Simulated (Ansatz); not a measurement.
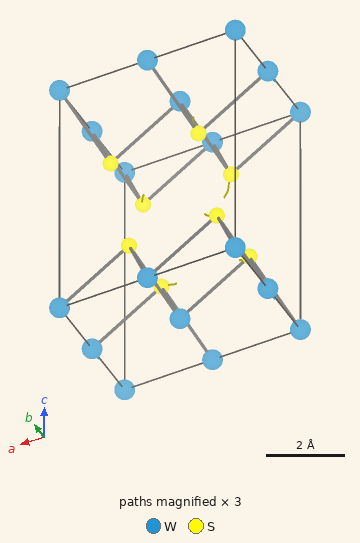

A Born-Oppenheimer molecular dynamics run of a 12-atom cell of WS2 (built on the 1T (CdI2) bulk type), 20 fs long. Lines trace each atom's path, in the colour of its element; spheres stand at the starting positions. The excursions are magnified 3 times. Seen from a free direction in the simulation cell.

These are results of DFT, PBEsol, plane waves, PAW in Ansatz, not measurements. Run with plane-wave cutoff 420 eV; k-point mesh 3 × 3 × 2; Fermi-Dirac smearing 0.112 eV; Langevin thermostat (NVT); set temperature 1300 K; time step 1 fs.

The input:
```yaml
crystal:
  lattice:
    - [6.4575288123, 1.0e-10, 0.0]
    - [-3.2287644062, 5.5923839971, 0.0]
    - [0.0, 0.0, 5.9936451124]
  atoms:
    - { symbol: W, position: [0.0, 0.0, 0.0] }
    - { symbol: S, position: [0.1666666667, 0.3333333333, 0.2566832689] }
    - { symbol: S, position: [0.3333333333, 0.1666666667, 0.7433167311] }
    - { symbol: W, position: [0.0, 0.5, 0.0] }
    - { symbol: S, position: [0.1666666667, 0.8333333333, 0.2566832689] }
    - { symbol: S, position: [0.3333333333, 0.6666666667, 0.7433167311] }
    - { symbol: W, position: [0.5, 0.0, 0.0] }
    - { symbol: S, position: [0.6666666667, 0.3333333333, 0.2566832689] }
    - { symbol: S, position: [0.8333333333, 0.1666666667, 0.7433167311] }
    - { symbol: W, position: [0.5, 0.5, 0.0] }
    - { symbol: S, position: [0.6666666667, 0.8333333333, 0.2566832689] }
    - { symbol: S, position: [0.8333333333, 0.6666666667, 0.7433167311] }
kpoints:
  mp_grid: { grid: [3, 3, 2] }
hamiltonian:
  xc: pbesol
scf:
  occupations: { method: fermi_dirac, width: 0.112 }
md:
  ensemble: nvt_langevin
  temperature: 1300
  timestep: 1.0
  n_steps: 20
  initial_velocities: maxwell_boltzmann
  seed: 7918
```

Run as
```bash
ansatz run input.yaml --threads 4 --pin off --max-ram 3686MiB --backend cpu --events-out ev --progress --plain --runs-dir out
```

Describe the motion.

Answer. Root-mean-square distances from the starting positions over the second half, with the common drift of all atoms taken out: S 0.13 Å, W 0.06 Å. The run lasts only 20 fs, too short to tell vibration from diffusion. Over the second half the temperature averages 736 K (spread ±133 K). That is still far from the set 1300 K: the thermostat hasn't settled it within this run. The temperature is still falling (1118 K in the second quarter, 626 K in the last), so the run isn't equilibrated. The potential energy is still drifting at the end, so the run hasn't reached equilibrium. The potential energy in the second half lies on average 75.9 meV per atom above the first frame.

Limits of the set-up: the k-point mesh is coarse for a cell with partly filled bands; layers or molecules are held without a dispersion correction, so their spacing is unreliable.

The run took 58 s on 4 threads of Arm Neoverse V1, with other jobs on the host, peak memory 0.69 GiB.
